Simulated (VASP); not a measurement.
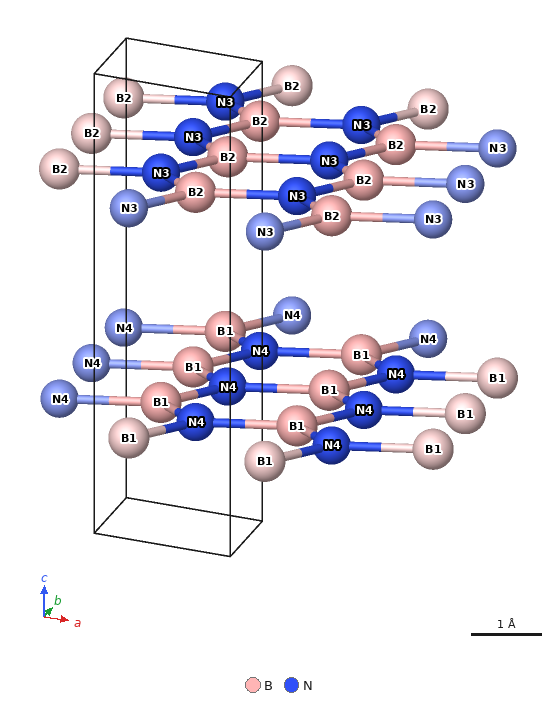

Figure 1. The structure as given in the input (ball-and-stick view of the cell of the calculation, repeated 2 × 3 × 1, seen slightly off an axis; neighbours outside the cell are drawn fainter; atoms are numbered from 1 in the order of the input). An atom can appear more than once, as a periodic image. Near neighbours in the periodic cell (some may lie outside the picture): B has 3 N at 1.48 Å; N has 3 B at 1.48 Å.

# BN: geometry relaxation (part 1 of 2)

BN (P6₃/mmc, 4 atoms in the cell), computed with Kohn-Sham DFT of a periodic cell, PBE with D3(BJ), VASP PAW PBE potentials, recommended, no spin polarisation (VASP 6.6.1).

The structure derives from an entry of the Crystallography Open Database.

### OSZICAR
```
N       E                     dE             d eps       ncg     rms          rms(c)
DAV:   1     0.625124531653E+02    0.62512E+02   -0.82188E+03   864   0.122E+03
DAV:   2    -0.339721280621E+02   -0.96485E+02   -0.87863E+02  1260   0.263E+02
DAV:   3    -0.382300034123E+02   -0.42579E+01   -0.42392E+01  1100   0.584E+01
DAV:   4    -0.382765961368E+02   -0.46593E-01   -0.46567E-01  1044   0.653E+00
DAV:   5    -0.382773942521E+02   -0.79812E-03   -0.79804E-03  1088   0.836E-01    0.107E+01
RMM:   6    -0.353114750966E+02    0.29659E+01   -0.68619E+00   864   0.199E+01    0.477E+00
RMM:   7    -0.351699188901E+02    0.14156E+00   -0.16704E+00   864   0.109E+01    0.299E+00
RMM:   8    -0.351213689144E+02    0.48550E-01   -0.32637E-01   864   0.471E+00    0.898E-01
RMM:   9    -0.350950514180E+02    0.26317E-01   -0.47241E-02   864   0.215E+00    0.229E-01
RMM:  10    -0.350972358650E+02   -0.21844E-02   -0.31388E-02   864   0.132E+00    0.259E-01
RMM:  11    -0.350959243414E+02    0.13115E-02   -0.26739E-03   864   0.628E-01    0.118E-01
RMM:  12    -0.350957102116E+02    0.21413E-03   -0.12613E-03   864   0.294E-01    0.151E-02
RMM:  13    -0.350957303341E+02   -0.20122E-04   -0.16209E-04   865   0.132E-01    0.962E-03
RMM:  14    -0.350957343858E+02   -0.40517E-05   -0.26643E-05   876   0.435E-02    0.106E-02
RMM:  15    -0.350957324885E+02    0.18972E-05   -0.36389E-06   866   0.207E-02    0.414E-03
RMM:  16    -0.350957323073E+02    0.18127E-06   -0.30988E-06   864   0.141E-02    0.147E-03
RMM:  17    -0.350957322393E+02    0.68010E-07   -0.27358E-07   637   0.622E-03
   1 F= -.35630137E+02 E0= -.35630137E+02  d E =-.356301E+02
       N       E                     dE             d eps       ncg     rms          rms(c)
DAV:   1    -0.354038306724E+02   -0.30810E+00   -0.10344E+01   880   0.286E+01    0.202E+00
RMM:   2    -0.352484705984E+02    0.15536E+00   -0.14639E-01   864   0.348E+00    0.115E+00
RMM:   3    -0.351794947809E+02    0.68976E-01   -0.17131E-01   864   0.308E+00    0.265E-01
RMM:   4    -0.351796683625E+02   -0.17358E-03   -0.11707E-02   864   0.116E+00    0.686E-02
RMM:   5    -0.351797707816E+02   -0.10242E-03   -0.27239E-03   864   0.443E-01    0.605E-02
RMM:   6    -0.351797879269E+02   -0.17145E-04   -0.41131E-04   864   0.214E-01    0.128E-02
RMM:   7    -0.351797921046E+02   -0.41777E-05   -0.86713E-05   865   0.845E-02    0.145E-02
RMM:   8    -0.351797927514E+02   -0.64679E-06   -0.13945E-05   865   0.356E-02    0.647E-03
RMM:   9    -0.351797927230E+02    0.28393E-07   -0.34217E-06   874   0.171E-02    0.229E-03
RMM:  10    -0.351797928074E+02   -0.84361E-07   -0.69837E-07   770   0.815E-03
   2 F= -.35710086E+02 E0= -.35710086E+02  d E =-.799493E-01
       N       E                     dE             d eps       ncg     rms          rms(c)
DAV:   1    -0.351802648006E+02   -0.47208E-03   -0.11834E-02  1076   0.978E-01    0.686E-02
RMM:   2    -0.351800943244E+02    0.17048E-03   -0.19410E-04   864   0.119E-01    0.390E-02
RMM:   3    -0.351800190370E+02    0.75287E-04   -0.17915E-04   864   0.101E-01    0.895E-03
RMM:   4    -0.351800190846E+02   -0.47598E-07   -0.13584E-05   864   0.386E-02    0.230E-03
RMM:   5    -0.351800192664E+02   -0.18177E-06   -0.27041E-06   864   0.144E-02    0.176E-03
RMM:   6    -0.351800192421E+02    0.24220E-07   -0.39694E-07   724   0.666E-03
   3 F= -.35710173E+02 E0= -.35710173E+02  d E =-.800360E-01
```

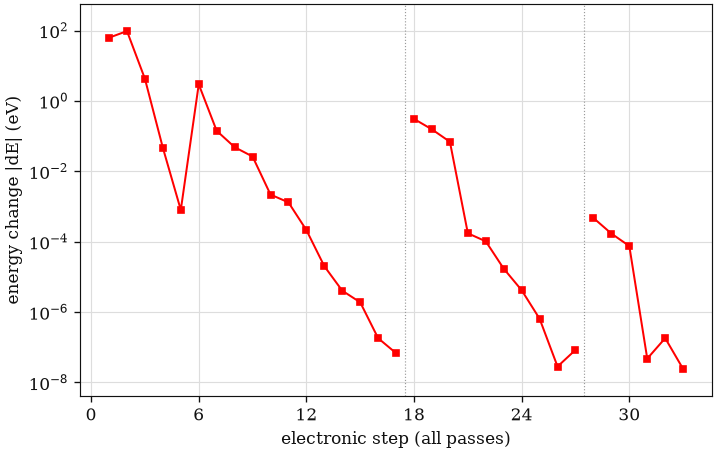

Figure 2. Convergence of the self-consistent field: energy change |dE| against the electronic step. Each stretch between dotted lines is the SCF of one geometry step of a relaxation. The 3 ionic steps take 6 to 17 electronic steps each. The density is held fixed in the first few steps, and dE rises again when its update begins.

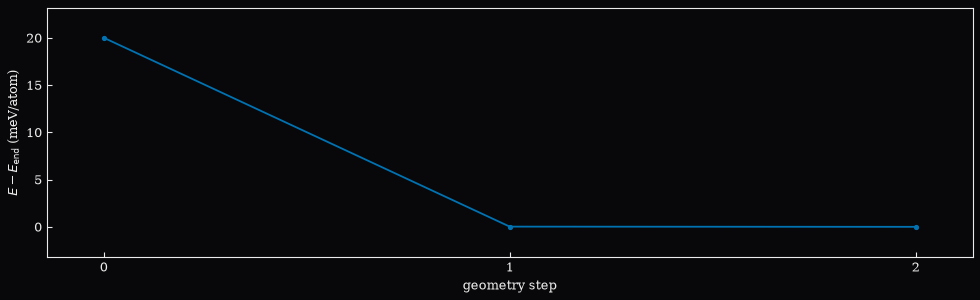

Figure 3. Progress of the relaxation, step by step (steps are counted from 0).

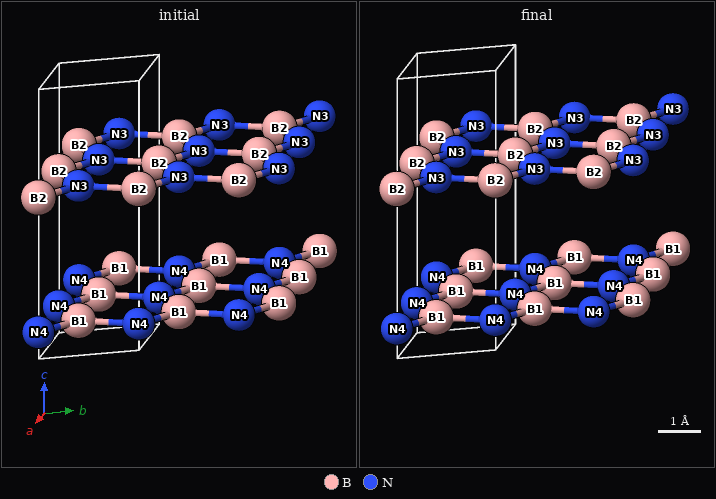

Figure 4. Before (left) and after (right) the relaxation, at one scale (ball-and-stick view of the cell of the calculation, repeated 3 × 3 × 1, seen slightly off an axis). The atoms keep their places relative to the cell (all moves are under 0.005 Å). The drawn cell changes at constant volume: a = b 2.556 → 2.510 Å (−1.8 %), c 6.715 → 6.961 Å (+3.7 %). Among the contacts that change: B1–N4 1.476 → 1.449 Å. The space group stays P6_3/mmc (No. 194). Over 2 geometry steps the energy falls by 20.0 meV per atom. All forces vanish by symmetry, so only the cell relaxes. (Atoms are counted from 1 in the order of the input.)

### Parts of OUTCAR
```
SYSTEM = BN
   EDIFF = 1E-7
   EDIFFG = -0.002
   ENCUT = 520
   GGA = PE
   IBRION = 2
   ISIF = 4
   ISMEAR = 0
   IVDW = 12
   LASPH = .True.
   LREAL = .False.
   NELM = 100
   NSW = 80
   PREC = Accurate
 IVDW          = 12
 VDW_S6        =  1.00000000  s6, scaling of the dipole-dipole dispersion
 VDW_S8        =  0.78750002  s8, scaling of the dipole-quadrupole dispersion
 VDW_A1        =  0.42890000  a1, scaling of the critical radii
 VDW_A2        =  4.44070005  a2, offset of the critical radii
 VDW_RADIUS    = 50.20216178  two-body interaction cutoff (in Angstroms)
 VDW_CNRADIUS  = 21.16708996  CN, coordination number cutoff (in Angstroms)

 ion  position               nearest neighbor table
   1  0.333  0.667  0.250-   4 1.48   4 1.48   4 1.48
   2  0.667  0.333  0.750-   3 1.48   3 1.48   3 1.48
   3  0.333  0.667  0.750-   2 1.48   2 1.48   2 1.48
   4  0.667  0.333  0.250-   1 1.48   1 1.48   1 1.48

  LATTYP: Found a hexagonal cell.
 ALAT       =     2.5559762984
 C/A-ratio  =     2.6270867234

  Lattice vectors:

 A1 = (   2.5559762984,   0.0000000000,   0.0000000000)
 A2 = (  -1.2779881492,   2.2135404010,   0.0000000000)
 A3 = (   0.0000000000,   0.0000000000,   6.7147713988)

Analysis of symmetry for initial positions (statically):
=====================================================================
 Subroutine PRICEL returns:
 Original cell was already a primitive cell.

 Routine SETGRP: Setting up the symmetry group for a
 hexagonal supercell.

 Subroutine GETGRP returns: Found 24 space group operations
 (whereof 12 operations were pure point group operations)
 out of a pool of 24 trial point group operations.

The static configuration has the point symmetry D_3d.
 The point group associated with its full space group is D_6h.

Analysis of symmetry for dynamics (positions and initial velocities):
=====================================================================
 Subroutine PRICEL returns:
 Original cell was already a primitive cell.

 Routine SETGRP: Setting up the symmetry group for a
 hexagonal supercell.

 Subroutine GETGRP returns: Found 24 space group operations
 (whereof 12 operations were pure point group operations)
 out of a pool of 24 trial point group operations.

The dynamic configuration has the point symmetry D_3d.
 The point group associated with its full space group is D_6h.

 Subroutine INISYM returns: Found 24 space group operations
 (whereof 12 operations are pure point group operations),
 and found     1 'primitive' translations

----------------------------------------------------------------------------------------

                                     Primitive cell

  volume of cell :      37.9905

  direct lattice vectors                    reciprocal lattice vectors
     2.555976298  0.000000000  0.000000000     0.391239935  0.225882482  0.000000000
    -1.277988149  2.213540401  0.000000000     0.000000000  0.451764964  0.000000000
     0.000000000  0.000000000  6.714771399     0.000000000  0.000000000  0.148925398

  length of vectors
     2.555976298  2.555976294  6.714771399     0.451764963  0.451764964  0.148925398

  position of ions in fractional coordinates (direct lattice)
     0.333333330  0.666666670  0.250000000
     0.666666670  0.333333330  0.750000000
     0.333333330  0.666666670  0.750000000
     0.666666670  0.333333330  0.250000000

  ion indices of the primitive-cell ions
   primitive index   ion index
                 1           1
                 2           2
                 3           3
                 4           4

----------------------------------------------------------------------------------------

 KPOINTS: k-points

Automatic generation of k-mesh.
 Grid dimensions read from file:
 generate k-points for:    9    9    4

 Generating k-lattice:

  Cartesian coordinates                     Fractional coordinates (reciprocal lattice)
     0.043471104  0.025098054  0.000000000     0.111111111  0.000000000  0.000000000
     0.000000000  0.050196107  0.000000000     0.000000000  0.111111111  0.000000000
     0.000000000  0.000000000  0.037231349     0.000000000  0.000000000  0.250000000

  Length of vectors
     0.050196107  0.050196107  0.037231349

  Shift w.r.t. Gamma in fractional coordinates (k-lattice)
     0.000000000  0.000000000  0.000000000

 Subroutine IBZKPT returns following result:
 ===========================================

 Found     36 irreducible k-points:

 Following reciprocal coordinates:
            Coordinates               Weight
  0.000000  0.000000  0.000000      1.000000
  0.111111  0.000000  0.000000      6.000000
  0.222222 -0.000000  0.000000      6.000000
  0.333333 -0.000000  0.000000      6.000000
  0.444444 -0.000000  0.000000      6.000000
  0.111111  0.111111  0.000000      6.000000
  0.222222  0.111111  0.000000     12.000000
  0.333333  0.111111  0.000000     12.000000
  0.444444  0.111111  0.000000      6.000000
  0.222222  0.222222  0.000000      6.000000
  0.333333  0.222222  0.000000     12.000000
  0.333333  0.333333  0.000000      2.000000
  0.000000  0.000000  0.250000      2.000000
  0.111111  0.000000  0.250000     12.000000
  0.222222 -0.000000  0.250000     12.000000
  0.333333 -0.000000  0.250000     12.000000
  0.444444 -0.000000  0.250000     12.000000
  0.111111  0.111111  0.250000     12.000000
  0.222222  0.111111  0.250000     24.000000
  0.333333  0.111111  0.250000     24.000000
  0.444444  0.111111  0.250000     12.000000
  0.222222  0.222222  0.250000     12.000000
  0.333333  0.222222  0.250000     24.000000
  0.333333  0.333333  0.250000      4.000000
 [... further k-points ...]
   k-points           NKPTS =     36   k-points in BZ     NKDIM =     36   number of bands    NBANDS=     12
   number of dos      NEDOS =    301   number of ions     NIONS =      4
   total plane-waves  NPLWV =  20000
   dimension x,y,z NGX =    20 NGY =   20 NGZ =   50
   dimension x,y,z NGXF=    40 NGYF=   40 NGZF=  100
   ions per type =               2   2
   NGX,Y,Z   is equivalent  to a cutoff of  13.01, 13.01, 12.38 a.u.
   NGXF,Y,Z  is equivalent  to a cutoff of  26.02, 26.02, 24.76 a.u.
 SYSTEM =  BN
   PREC   = accura    normal or accurate (medium, high low for compatibility)
   ISTART =      0    job   : 0-new  1-cont  2-samecut
   ICHARG =      2    charge: 1-file 2-atom 10-const
   ISPIN  =      1    spin polarized calculation?
   LNONCOLLINEAR =      F non collinear calculations
   LSORBIT =      F    spin-orbit coupling
   LASPH  =      T    aspherical Exc in radial PAW
   ENCUT  =  520.0 eV  38.22 Ry    6.18 a.u.   4.75  4.75 12.49*2*pi/ulx,y,z
   NELM   =    100;   NELMIN=  2; NELMDL= -5     # of ELM steps
   EDIFF  = 0.1E-06   stopping-criterion for ELM
   LREAL  =      F    real-space projection
   EDIFFG = -.2E-02   stopping-criterion for IOM
   NSW    =     80    number of steps for IOM
   IBRION =      2    ionic relax: 0-MD 1-quasi-New 2-CG
   NFREE  =      1    steps in history (QN), initial steepest desc. (CG)
   ISIF   =      4    stress and relaxation
   ISYM   =      2    0-nonsym 1-usesym 2-fastsym
   POTIM  = 0.5000    time-step for ionic-motion
   TEBEG  =    0.0;   TEEND  =   0.0 temperature during run
   PSTRESS=    0.0 pullay stress
   NELECT =      16.0000    total number of electrons
   NUPDOWN=      -1.0000    fix difference up-down
   EMIN   =  10.00;   EMAX   =-10.00  energy-range for DOS
   EFERMI =   0.00;   METHOD = LEGACY
   ISMEAR =     0;   SIGMA  =   0.02  broadening in eV -4-tet -1-fermi 0-gaus
   EFERMI_NEDOS =   21; number of points for ismear=-14 and -15
   IALGO  =     68    algorithm
   IMIX   =      4    mixing-type and parameters
     AMIX     =   0.40;   BMIX     =  1.00
     AMIX_MAG =   1.60;   BMIX_MAG =  1.00
  volume/ion in A,a.u.               =       9.50        64.09
  Fermi-wavevector in a.u.,A,eV,Ry     =   1.227127  2.318935 20.488220  1.505842
  Thomas-Fermi vector in A             =   2.362102
   LORBIT       =      0    0 simple, 1 ext, 2 COOP (PROOUT), +10 PAW based schemes
   GGA     = PE    functional components
   LHFCALC =     F    Hartree Fock is set to
   AEXX    =    0.0000 exact exchange contribution
   IVDW    =    12    specifies the selected vdW correction
   LEPSILON=     F    determine dielectric tensor
   LRPA    =     F    only Hartree local field effects (RPA)
 conjugate gradient relaxation of ions
 non-spin polarized calculation
 RMM-DIIS sequential band-by-band and
 Gauss-broadening in eV      SIGMA  =   0.02
  energy-cutoff  :      520.00
  volume of cell :       37.99
 maximum number of plane-waves:      1044
 NGX is ok and might be reduce to    20
```
